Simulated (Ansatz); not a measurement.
# Geometry relaxation, with input and output: Al$_{16}$O$_{23}$ (charge +2) (part 4 of 4)

The same run, continued: Al$_{16}$O$_{23}$ (defect cell, 39 atoms in the cell, total charge +2); DFT PBE, scalar-relativistic, plane waves, PAW, spin-polarised (Ansatz 0.2.0); cutoff 420 eV, 2×2×2 k-mesh, Gaussian smearing of 0.02 eV, collinear spins. The structure derives from a Materials Project entry. It belongs to a series of runs on one base structure; here: V_O, charge +2, atoms relaxed at the host's cell.

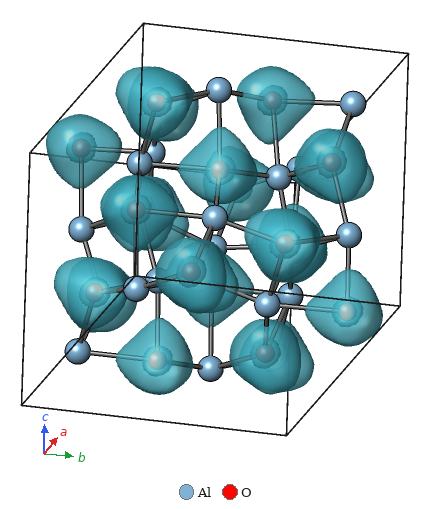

*Isosurface of the ELF at 0.7 (cyan), seen at an oblique angle. Only the valence region is drawn (cores and ρ < 0.01 e/Å³ removed). Sticks mark near contacts. The outline is the calculation cell.*

Values along the shortest contacts: Al–O (1.77 Å): the ELF is about 0.85 at the midpoint. Al–O (1.83 Å): the ELF is about 0.85 at the midpoint.
